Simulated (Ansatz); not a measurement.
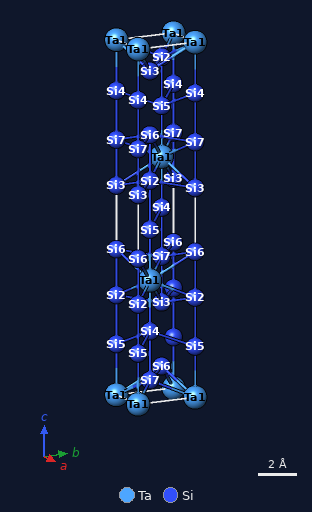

Starting structure of solid TaSi6 (a generated structure, set up in R-3m). A ball-and-stick model of the conventional cell (3 times the calculation's cell), seen slightly off an axis. Lengths and directions refer to the drawn axes.

The calculation used Ansatz, DFT PBE, scalar-relativistic, plane waves, PAW.

Input
```yaml
crystal:
  lattice:
    - [2.1852215227, 1.2616382344, 6.4075538406]
    - [-2.1852215227, 1.2616382344, 6.4075538406]
    - [0.0, -2.5232764687, 6.4075538406]
  atoms:
    - { symbol: Ta, position: [0.0, 0.0, 0.0] }
    - { symbol: Si, position: [0.2811124102, 0.2811124102, 0.2811124102] }
    - { symbol: Si, position: [0.5898417998, 0.5898417998, 0.5898417998] }
    - { symbol: Si, position: [0.856762499, 0.856762499, 0.856762499] }
    - { symbol: Si, position: [0.143237501, 0.143237501, 0.143237501] }
    - { symbol: Si, position: [0.4101582002, 0.4101582002, 0.4101582002] }
    - { symbol: Si, position: [0.7188875898, 0.7188875898, 0.7188875898] }
basis:
  ecutwfc: 420
kpoints:
  mp_grid: { grid: [12, 12, 12] }
hamiltonian:
  xc: pbe
scf:
  occupations: { method: gaussian, width: 0.1 }
output:
  forces: true
  stress: true
  eigenvalues: true
  write_density: true
  write_potential: true
  elf: true
  volumetric_format: npy
relax:
  adjacent_minimum: "off"
  f_tol: 0.01
  max_steps: 80
  cell: { stress_tol: 0.05 }
```

Launched with:
```bash
ansatz run input.yaml --threads 1 --pin off --max-ram 2560MiB --backend cpu --events-out ev --progress --plain --runs-dir out
```

**What does the optimiser find from here?**

The largest moves relative to the cell, 0.021 Å, are those of Si3 and Si6. Si6 goes along +c. Ta stays in place. Cell: a = b 4.370 → 4.392 Å (+0.5 %), c 19.223 → 19.018 Å (−1.1 %). Volume −0.1 %. Some distances before and after: Si2–Si5 2.650 → 2.618 Å, Ta1–Si4 2.753 → 2.728 Å, Si2–Si3 2.567 → 2.582 Å, Ta1–Si3 2.924 → 2.937 Å. The space group stays R-3m (No. 166). The energy falls by 1.1 meV per atom in 2 accepted moves (3 points after the start). The largest force component goes from 0.027 to 0.0047 eV/Å. Pressure: 0.16 GPa at the start and 0.00 GPa at the end. At 1 point the geometry stayed and the basis and grid were re-selected for the new cell (energy shift of less than 0.05 meV per atom at most each time). The run took 4.8 min on 1 thread of Arm Neoverse N1 (shared host), peak memory 0.71 GiB.

History of the run:

```csv
step,"E − E(0), meV/atom","largest force component, eV/Å","pressure, GPa","volume, Å³/atom",note
0,0.00,0.0271,0.16,15.142,
1,-1.01,0.0095,0.06,15.128,
2,-1.10,0.0046,0.00,15.125,
3,-1.10,0.0047,0.00,15.125,"same geometry, new basis"
```

The structure at the end:

```xyz
7
Lattice="2.1958 1.2677 6.3392 -2.1958 1.2677 6.3392 0.0000 -2.5354 6.3392" Properties=species:S:1:pos:R:3 pbc="T T T"
Ta    0.0000    0.0000   19.0177
Si    0.0000    0.0000    5.3468
Si    0.0000    0.0000   11.1969
Si    0.0000    0.0000   16.2894
Si    0.0000    0.0000    2.7283
Si    0.0000    0.0000    7.8208
Si    0.0000    0.0000   13.6709
```

The end point in the same view:

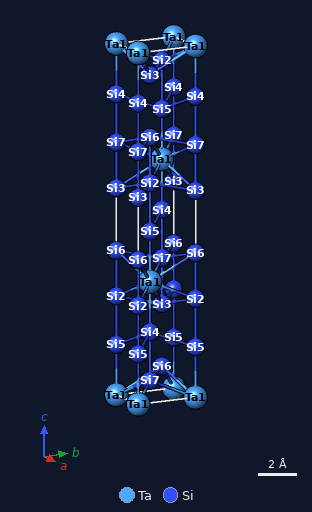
